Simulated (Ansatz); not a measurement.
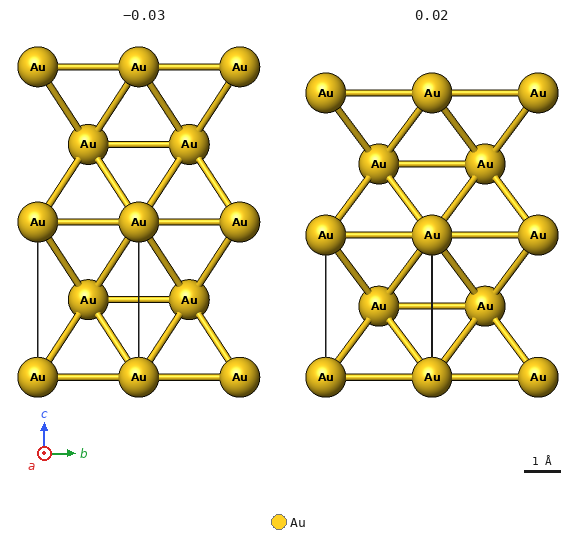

A crystal of Au (set up in Fm-3m), under biaxial strain in the a–b plane (c relaxed, atoms fixed by symmetry), with energies (extrapolated to zero smearing) counted from the relaxed crystal, which is the row at zero; the cubic crystal is set up in a tetragonal cell with a = a(cubic)/√2 and c = a(cubic). The picture shows the first and the last member. The picture is a ball-and-stick view of the cell of the calculation, repeated 1 × 2 × 2 with one cell outlined, seen along the a axis.

Computed with Ansatz 0.2.0: DFT r2SCAN, scalar-relativistic, plane waves, PAW. Settings: plane-wave cutoff 500 eV; k-point mesh 18 × 18 × 12; occupations gaussian; smearing width 0.1 eV; no spin polarisation; force threshold 0.008 eV/Å.

```json
{"strain": "−0.03", "energy (meV/atom)": "8.68", "a (Å)": "2.829", "c (Å)": "4.347"}
{"strain": "−0.02", "energy (meV/atom)": "?", "a (Å)": "?", "c (Å)": "?"}
{"strain": "−0.01", "energy (meV/atom)": "1.29", "a (Å)": "2.887", "c (Å)": "4.193"}
{"strain": "0.0", "energy (meV/atom)": "0.00", "a (Å)": "2.916", "c (Å)": "4.124"}
{"strain": "0.01", "energy (meV/atom)": "−0.08", "a (Å)": "2.946", "c (Å)": "4.050"}
{"strain": "0.02", "energy (meV/atom)": "1.19", "a (Å)": "2.975", "c (Å)": "3.982"}
```

One row is withheld. What does the calculation give there?

Answer. A parabola through three neighbouring rows (−0.03, −0.01, 0.0) gives, with Lagrange weights, (0.3333)(8.68) + (1.0000)(1.29) + (−0.3333)(0.00) = 4.18 meV/atom. The calculation gives 4.20 meV/atom (a = 2.858 Å, c = 4.268 Å). The estimate is 0.02 meV/atom too low. From the first member to the last: Au–Au 2.829 → 2.975 Å, Au–Au 2.954 → 2.896 Å.

The whole series:

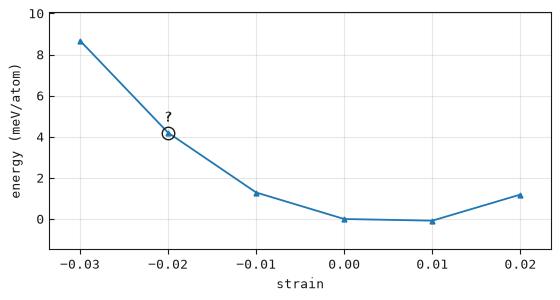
